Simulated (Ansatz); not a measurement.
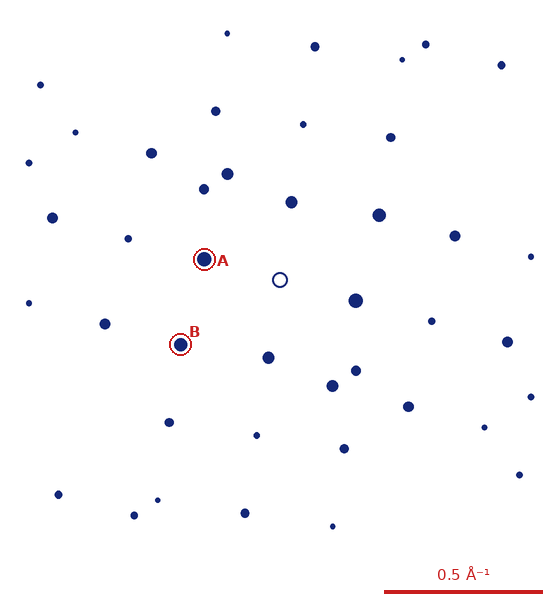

Simulated selected-area electron diffraction pattern (80 kV, kinematic approximation, thin crystal, B = 0.3 Å² for all atoms). Two individuals of a reflection twin are superposed (a geometric construction: whether this twin forms is not tested; the second individual is smaller and so fainter). Crystal: As, space group P4_322 (No. 95), a = 5.67 Å, c = 3.56 Å, zone axis [110]. Structure: the end point of a relaxation with DFT PBE, scalar-relativistic, plane waves, PAW in Ansatz; the starting structure was generated, so it need not be a known form of this composition.

In the first individual spot A is -1 1 0 and spot B is -1 1 1.

### Find the twin plane.

(1-1-1). The spot positions of the combined pattern are mirror-symmetric about the row through 1 -1 -1 (d = 2.663 Å), which both individuals share, while a single individual has only symmetry 2mm without that mirror line. Friedel's law adds a mirror line at right angles, along which no low-index reflection lies.

### Which other reflections coincide?

Within the frame only the reflections of the common row coincide.
